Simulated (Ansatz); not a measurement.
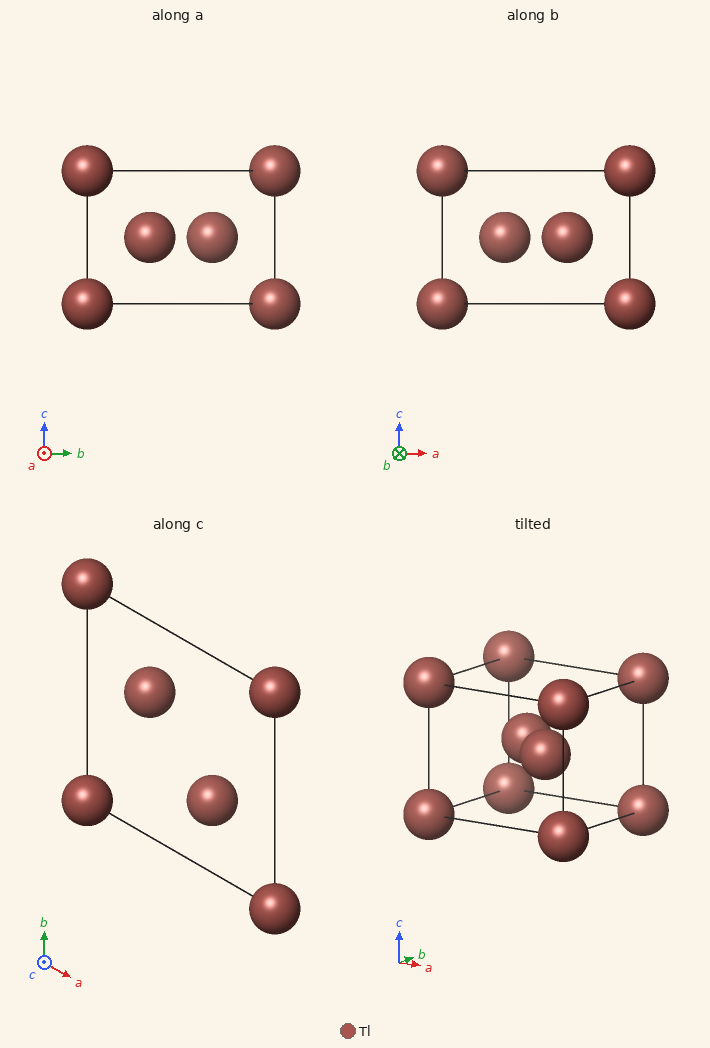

Spheres-only drawing of the structure, looking along the a axis, along the b axis, along the c axis and slightly off an axis. The conventional unit cell is outlined; an atom on or near a face, edge or corner is repeated at each equivalent position.

Lattice parameters: a = 5.633 Å, b = 5.633 Å, c = 3.462 Å, α = 90.00°, β = 90.00°, γ = 120.00°.

### Record the structure as a table of Wyckoff sites.

Space group P6/mmm (No. 191).
```json
{"atom": "Tl", "site": "1a", "x": "0.0000", "y": "0.0000", "z": "0.0000"}
{"atom": "Tl", "site": "2d", "x": "0.3333", "y": "0.6667", "z": "0.5000"}
```

Starting structure: a structure type filled with this element by a generator (whether the element takes this form wasn't checked). Cell shown after relaxation with Ansatz 0.2.0, DFT, PBE, plane waves (420 eV) with PAW, scalar-relativistic.
